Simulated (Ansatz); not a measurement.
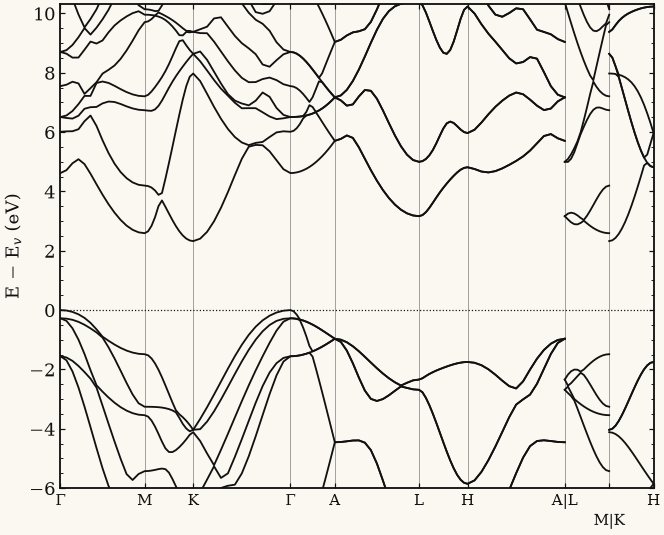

Band structure. Energies are counted from the top of the valence band.

Which Bravais lattice do the labels of the path belong to?

A hexagonal (primitive) lattice: the path Γ–M–K–Γ–A–L–H–A|L–M|K–H runs through the special points of its Brillouin zone.

Calculation on wurtzite SiC, space group P6_3mc, 4 atoms in the cell; a = 3.076 Å, c = 5.048 Å (hexagonal axes).

Computed with Ansatz 0.2.0: PBE, Ansatz PAW, no spin polarisation, no spin-orbit coupling, 10×10×5 k mesh, 420 eV cutoff, Fermi-Dirac smearing of 0.05 eV.

Is there a gap? Give its size, its kind and where the band edges lie.

A semiconductor. The gap along this path is 2.33 eV and indirect, from the valence-band top at Γ to the conduction-band bottom at K; the smallest direct gap is 4.08 eV, at M.

How much do the top valence band and the lowest conduction band disperse along the path?

The top valence band spans 4.0 eV and the lowest conduction band 3.6 eV.

What are the direct gaps at M, K and L?

The direct gaps are 4.08 eV at M, 6.36 eV at K and 5.51 eV at L.

LDA, GGA and most meta-GGA functionals understate gaps. The cell is at 4 GPa in this functional.
